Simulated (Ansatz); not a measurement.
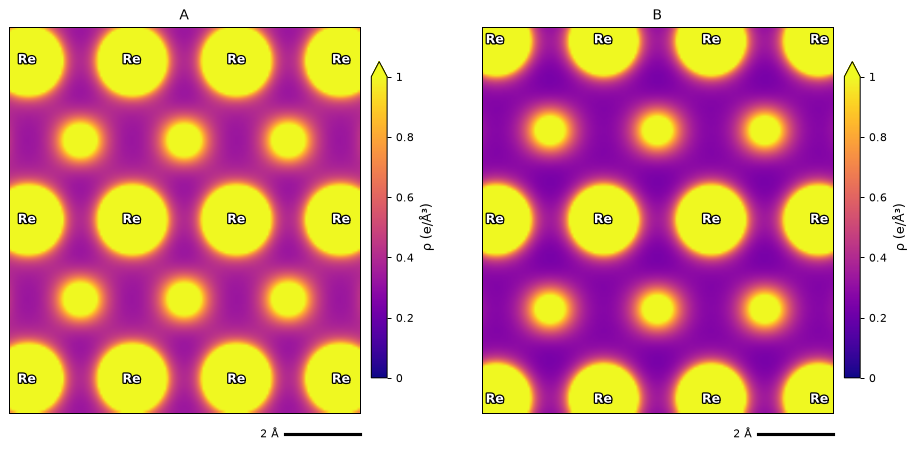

Re. The valence electron density of two cells that differ in size and shape, on the (010) plane of each (indices in the axes of the calculation cell), at one length scale and on one colour scale; one has 14.4 and the other 17.3 Å³ an atom.

All numbers below come from DFT PBEsol, scalar-relativistic, plane waves, PAW in Ansatz 0.2.0.

The larger cell:

```
CELL_PARAMETERS angstrom
2.88780 0.00000 0.00000
-1.44390 2.50091 0.00000
0.00000 0.00000 4.79880
ATOMIC_POSITIONS crystal
Re 0.33333 0.66667 0.25000
Re 0.66667 0.33333 0.75000
```

The smaller cell: a = 2.796 Å, b = 2.796 Å, c = 4.266 Å, α = 90.00°, β = 90.00°, γ = 120.00°.

> Which panel shows the smaller cell, and what does the compression change?

Panel A is the smaller cell, by 17 % in volume. From the larger cell to the smaller, Re–Re goes from 2.89 to 2.80 Å, and the density at its midpoint from 0.35 to 0.4 e/Å³; the pressure goes from −46 to 4.5 GPa.
